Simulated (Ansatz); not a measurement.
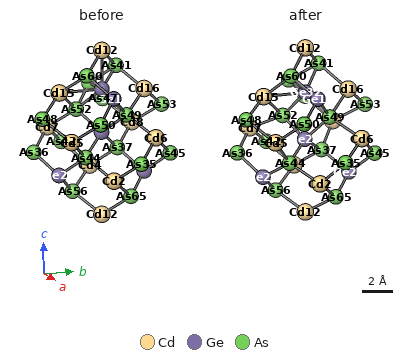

The structure of a defect cell of composition Cd16Ge16As33 before (left) and after (right) a relaxation, at one scale.

Style: ball-and-stick. Shown: the atoms within 5.8 Å of the atom that moves most (axes of the cell of the calculation (origin shifted)), slightly off an axis.

All numbers below come from DFT, PBEsol, PAW, plane waves (Ansatz). Settings: plane-wave cutoff 420 eV; k-point mesh 1 × 1 × 1; mesh shifted by (0.25, 0.25, 0.25); collinear spin; atoms relaxed in a fixed cell; force threshold 0.03 eV/Å; at most 80 steps.

**Describe what moved and what it gained.**

The largest move is that of a Ge atom, 0.52 Å along [2 −1 −3]. By element the largest moves are Ge 0.52 Å, As 0.47 Å, Cd 0.42 Å. The cell doesn't change. Among the contacts that change: Cd–Ge 2.665 → 3.108 Å, As–As 2.476 → 2.864 Å, As–Ge 2.548 → 2.801 Å, As–Cd 2.604 → 2.805 Å. Bond angles that change, for instance: Cd–As–Ge 173.2° → 158.0°, As–Ge–As 120.2° → 108.7°, As–Ge–As 109.7° → 120.7°. The energy falls by 1.463 eV per cell of the calculation in 7 geometry steps. The largest force component goes from 1.4 to 0.012 eV/Å. The run took 30 s on 1 × NVIDIA GB300 Max-Q with 8 threads of Arm Neoverse-V2, peak memory 2.6 GiB.
